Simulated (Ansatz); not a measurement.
## Single-point calculation of SbPt

- system: SbPt (P6₃/mmc, 4 atoms in the cell)
- method: DFT PBEsol, scalar-relativistic, plane waves, PAW, no spin polarisation (Ansatz 0.2.0)

The structure derives from an entry of the Crystallography Open Database. It belongs to a series of runs on one base structure; here: strain along c alone, the other axes held, atoms relaxed: +3.0 %. Figures and captions count atoms from 1; the log counts them from 0 in places.

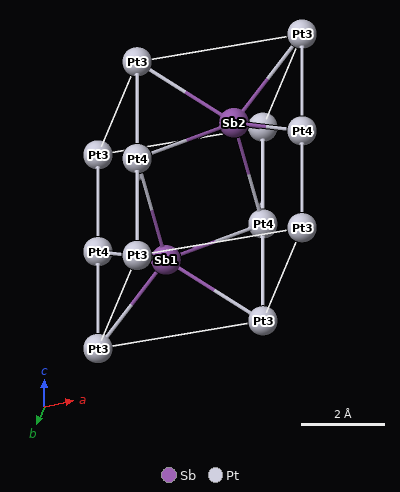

The structure as given in the input (ball-and-stick view of the cell of the calculation, seen at an oblique angle; atoms are numbered from 1 in the order of the input). An atom can appear more than once, as a periodic image. Near neighbours in the periodic cell (some may lie outside the picture): Sb has 6 Pt at 2.79 Å; Pt has 2 Pt at 2.82 Å and 6 Sb at 2.79 Å.

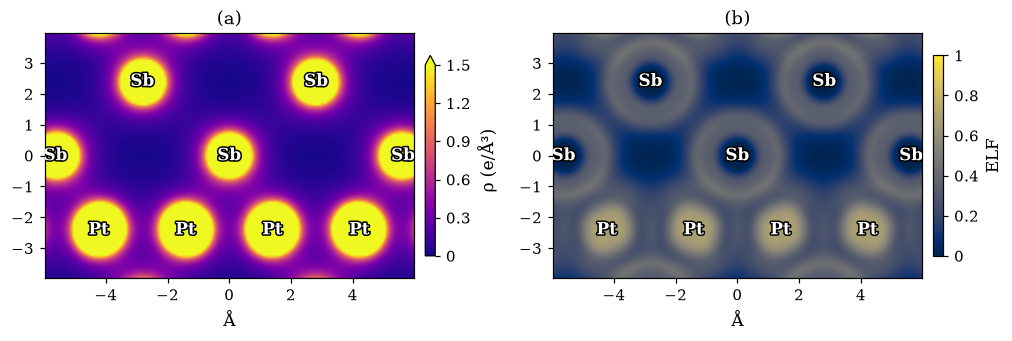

(a) valence electron density; (b) ELF on the (110) plane of the conventional cell. The section cuts through Sb and Pt sites. Sb–Pt (2.79 Å): the density is about 0.38 e/Å³ at the midpoint; the ELF is about 0.40 at the midpoint, which marks nearly free electrons, as in a simple metal. Pt–Pt (2.82 Å): ρ is about 0.36 e/Å³ halfway; the ELF is about 0.30 at the midpoint (no shared electron pair). Away from the nuclei the density in this plane falls to 0.03 e/Å³ at its lowest. The strong features right at Pt lie inside the PAW spheres (semicore, d or f shells) and say nothing about bonding. In a PAW calculation such maps are meaningful between the atoms, not at the nuclei.

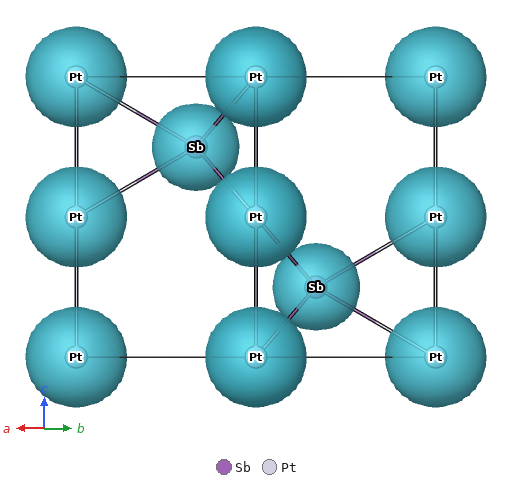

Isosurface of the valence pseudo-density at 0.8 e/Å³ (cyan), seen along [110]. Sticks mark near contacts. The outline is the cell set on symmetry axes. At this value the density breaks into separate islands; it holds about 75 % of the electrons treated as valence (semicore included). It is pinched off along the Sb–Pt (2.79 Å) and Pt–Pt (2.82 Å) contacts. On the grid the lowest density along these lines, outside the cores, is 0.38 e/Å³ (Sb–Pt, 2.79 Å) and 0.36 e/Å³ (Pt–Pt, 2.82 Å).

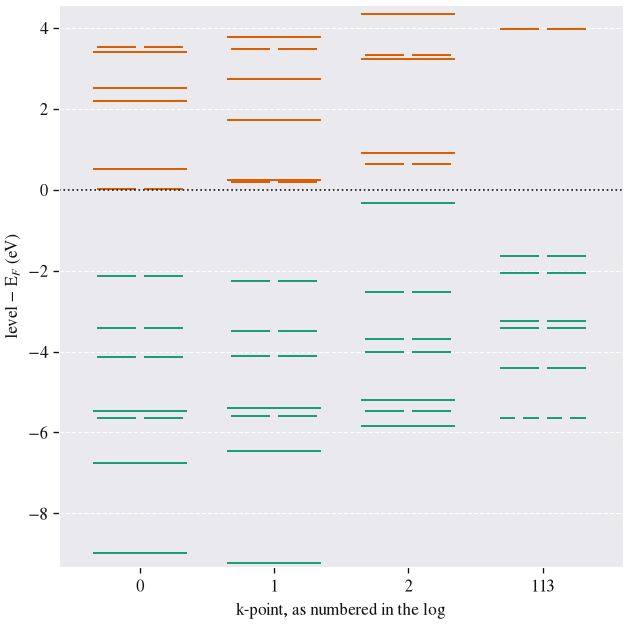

Kohn–Sham levels near the Fermi level (dotted) at the few k-points that the log prints; levels within 0.02 eV of each other stand side by side. The system is metallic on the full mesh.

The input that produced these results follows, with the program's output.

**Input file**
```yaml
crystal:
  lattice:
    - [4.1707838793, 0.0, 0.0]
    - [-2.0853919396, 3.6120047932, 0.0]
    - [0.0, 0.0, 5.632541426]
  atoms:
    - { symbol: Sb, position: [0.3333333333, 0.6666666667, 0.25] }
    - { symbol: Sb, position: [0.6666666667, 0.3333333333, 0.75] }
    - { symbol: Pt, position: [0.0, 0.0, 0.0] }
    - { symbol: Pt, position: [0.0, 0.0, 0.5] }
basis:
  ecutwfc: 420
kpoints:
  mp_grid: { grid: [12, 12, 10] }
hamiltonian:
  xc: pbesol
scf:
  occupations: { method: gaussian, width: 0.1 }
output:
  forces: true
  stress: true
  eigenvalues: true
  write_density: true
  write_potential: true
  elf: true
  volumetric_format: npy
```

Command:
```bash
ansatz run input.yaml --threads 1 --pin off --max-ram 2560MiB --backend cpu --events-out ev --progress --plain --runs-dir out
```

**The program's output**
```
Engine: ansatz 0.2.0, aarch64-unknown-linux-gnu
Pseudopotentials: kind: paw
Pseudopotential: Sb, paw, valence charge 15, recommended cutoff 420 eV (normal), Sb.paw.azcp
Pseudopotential: Pt, paw, valence charge 18, recommended cutoff 420 eV (normal), Pt.paw.azcp
Functional definition: PBEsol
  exchange = pbesol_x
  correlation = pbesol_c
Crystal: 4 atoms, lattice volume = 84.854 Å³
Basis set: ecut = 420 eV, 1657 PW (Γ), exchange–correlation on 60×60×80 points (8 copies of the dense FFT grid, shifted against one another)
Bands: 40, of which v1, the nominal top of the filled ones, is band 33 counted from 1 (32 counted from 0)
Symmetry: 24 space group operations
Space group: P63/mmc (ITA 194), of the structure as read, at distance tolerance 4.4e-5 Å
k-points: 114 of 1440
Non-local potential: Sb, projectors of the file, l = 0: 2, l = 1: 2, l = 2: 2, l = 3: 2
Non-local potential: Pt, projectors of the file, l = 0: 3, l = 1: 2, l = 2: 2, l = 3: 1
PAW form: soft (Blöchl's): semilocal exchange-correlation on the pseudo side does not see the compensation charge
PAW frozen core: Sb, regenerated for the run's functional, and the local potential with it (the file was generated under x = pbe(κ = 0.804, μ = 0.2195149727645171), c = pbe(β = 0.06672455060314922))
PAW frozen core: Pt, regenerated for the run's functional, and the local potential with it (the file was generated under x = pbe(κ = 0.804, μ = 0.2195149727645171), c = pbe(β = 0.06672455060314922))
PAW one-centre angular grid: Sb, 590 points (default); XC on 64 Gauss nodes
PAW one-centre angular grid: Pt, 590 points (default); XC on 64 Gauss nodes
Initial density: superposition of atomic densities (neutral atoms: chi_scale 0, normalization atom), corrected by the library's trained network
Initial wavefunctions: pseudopotential atomic-orbital guess
Functional: x = pbesol(κ = 0.804, μ = 0.12345679012345678), c = pbesol(β = 0.046)
SCF iter   1: F=—  HF=-37585.411356 eV  |F-HF|=—  |Δ(HF+E_count)|=         —  Δρ=4.97e-3  dr2=1.60e-2  ethr=1.77e-3  ⟨swp⟩=6.3  Hψ=17840  notcnv=0  defer=5
preconditioner: auto → LDOS  [metal: Δε(μ)=0.001 eV  Ē_g=8.359 eV  σ=0.100 eV  W_gap=0.00  n_scr=22 (ndim 8)  ℏωp=22.1 eV  f_vac=0.017  D(μ)=2.12/eV (n_scr^D=20)  β→1.0]
SCF iter   2: F=—  HF=-37585.410328 eV  |F-HF|=—  |Δ(HF+E_count)|=   1.03e-3  Δρ=2.67e-3  dr2=5.88e-3  ethr=2.42e-5  ⟨swp⟩=2.3  Hψ=8949  notcnv=0  defer=19
SCF iter   3: F=—  HF=-37585.408353 eV  |F-HF|=—  |Δ(HF+E_count)|=   1.97e-3  Δρ=3.39e-4  dr2=5.53e-5  ethr=8.91e-6  ⟨swp⟩=2.2  Hψ=7811  notcnv=0  defer=19
SCF iter   4: F=—  HF=-37585.408336 eV  |F-HF|=—  |Δ(HF+E_count)|=   1.71e-5  Δρ=3.51e-5  dr2=5.35e-7  ethr=8.38e-8  ⟨swp⟩=2.0  Hψ=8090  notcnv=0  defer=19
iter 5 did not close the SCF: its close was put off for the readings that it lacked (scf_convergence_deferred on its scf_iter line)
SCF iter   5: F=-37585.408336 eV  HF=-37585.408336 eV  |F-HF|=1.14e-8  |Δ(HF+E_count)|=   1.27e-7  Δρ=7.03e-6  dr2=2.61e-8  ethr=8.10e-10  ⟨swp⟩=2.0  Hψ=6035  notcnv=0  defer=19
SCF iter   6: F=-37585.408336 eV  HF=-37585.408336 eV  |F-HF|=1.96e-10  |Δ(HF+E_count)|=   3.31e-9  Δρ=1.06e-6  dr2=5.43e-10  ethr=3.96e-11  ⟨swp⟩=10.0  Hψ=30095  notcnv=0
SCF 1 converged in 6 iterations: F = -37585.408336 eV  dr2 = 5.43e-10
  greatest PAW one-centre occupation: 1.000 electrons in one spin orbital (limit 2), on the Pt atom at site 3 (counted from 0), in its partial waves of l = 0
SCF converged after 6 iterations
Free energy (F): -37585.408336 eV
Harris-Foulkes:  -37585.408336 eV  (|F-HF|=1.96e-10)
Internal energy: -37585.397754 eV  (E = F + TS)
E sigma→0 (E₀):  -37585.403045 eV
Entropy (-TS):   -0.010582 eV (-2.645 meV/atom)
Fermi energy:    15.592207 eV
--- Per-component energies (eV) ---
  E_band       = -723.604582
  E_kinetic    = 1694.107270
  E_local      = -6858.044999  (includes V_loc(G=0)·N_el)
  E_nonlocal   = 1137.155826
  E_hartree    = 2839.829135
  E_xc         = -796.681416
  E_vxc        = -799.535470  (∫ρ·V_xc dr)
  E_paw        = -27635.854977  (= ΣΔE_a)
  E_vpaw       = -1576.945102  (= ΣTr[D̂ρ^β])
  E_aug_tail   = 0.000379  (compensation charges beyond the density's cutoff)
  E_ewald      = -7967.146649
  E_core_change = 1.237676  (= ΣΔE_core)
  E_smearing   = -0.010582  (= −TS)
  E_closure    = -0.000000  (closes the sum)
  Σ components = -37585.408336   (vs F -37585.408336, Δ=0.00e0)
--- Forces (eV/Å), atoms counted from 1 ---
  atom   1  Sb     0.00000000     0.00000000     0.00000000
  atom   2  Sb    -0.00000000    -0.00000000     0.00000000
  atom   3  Pt    -0.00000000    -0.00000000    -0.00000000
  atom   4  Pt     0.00000000    -0.00000000     0.00000000
  max |Σ_I F_I| component: 4.63e-18 eV/Å
--- Stress (GPa, compression-positive) ---
       -2.956901      -0.000000       0.000000
       -0.000000      -2.956901       0.000000
        0.000000       0.000000      -6.354186
  P = ⅓ Tr σ = -4.0893 GPa (-40.893 kbar)
--- Band table (eV; the first three rows and the last of 114) ---
  k-point 0: bands = ["-83.0708", "-83.0617", "-37.4453", "-37.2577", "-37.2577", "-37.2374", "-37.2374", "-37.2302", "-13.7793", "-13.7793", "-13.7731", "-13.7731", "-13.7682", "-13.7682", "-13.7574", "-13.7545", "-13.7494", "-13.7494", "3.0454", "6.6061", "8.8485", "9.9575", "9.9575", "10.1266", "11.4584", "11.4584", "12.1837", "12.1837", "13.4612", "13.4612", "15.6027", "15.6027", "16.0990", "17.7830", "18.1140", "18.9874", "19.1100", "19.1100", "20.9622", "20.9622"]
  k-point 1: bands = ["-83.0705", "-83.0620", "-37.4401", "-37.2572", "-37.2572", "-37.2379", "-37.2379", "-37.2355", "-13.7789", "-13.7789", "-13.7731", "-13.7731", "-13.7680", "-13.7680", "-13.7573", "-13.7545", "-13.7500", "-13.7500", "3.0946", "6.3607", "9.1325", "9.9972", "9.9972", "10.1931", "11.4898", "11.4898", "12.1079", "12.1079", "13.3382", "13.3382", "15.7831", "15.7831", "15.8350", "17.3243", "18.3331", "19.0656", "19.0656", "19.3638", "20.9994", "20.9994"]
  k-point 2: bands = ["-83.0699", "-83.0626", "-37.4250", "-37.2558", "-37.2558", "-37.2510", "-37.2393", "-37.2393", "-13.7778", "-13.7778", "-13.7732", "-13.7732", "-13.7672", "-13.7672", "-13.7570", "-13.7547", "-13.7517", "-13.7517", "3.2413", "5.8394", "9.7569", "10.1150", "10.1150", "10.3853", "11.5827", "11.5827", "11.8941", "11.8941", "13.0640", "13.0640", "15.2601", "16.2205", "16.2205", "16.5084", "18.8155", "18.9277", "18.9277", "19.9411", "21.1067", "21.1067"]
  k-point 113: bands = ["-83.0662", "-83.0662", "-37.3382", "-37.3382", "-37.2491", "-37.2491", "-37.2487", "-37.2487", "-13.7703", "-13.7703", "-13.7671", "-13.7671", "-13.7671", "-13.7671", "-13.7655", "-13.7655", "-13.7462", "-13.7462", "5.6189", "5.6189", "9.9444", "9.9444", "9.9460", "9.9460", "11.1877", "11.1877", "12.1705", "12.1705", "12.3390", "12.3390", "13.5207", "13.5207", "13.9423", "13.9423", "19.5664", "19.5664", "21.0179", "21.0179", "21.5781", "21.5781"]
```

**Key numbers**

| quantity | value |
| --- | --- |
| outcome | converged |
| space group (tolerance 0.01 Å) | P6₃/mmc (194) |
| electrons treated | 66 |
| free energy | −37585.4083 eV |
| Fermi energy | 15.592 eV |
| gap on the k-point mesh | none (metallic) |
| pressure | −4.09 GPa |
| largest force (length of the vector) | under 0.001 eV/Å |
| hardware | 1 thread of Arm Neoverse V2, 24 GiB of memory available, shared host |
| wall time | 23 s |
| peak memory | 0.52 GiB |

**Notes**

Spin–orbit coupling is left out, which matters for Pt.
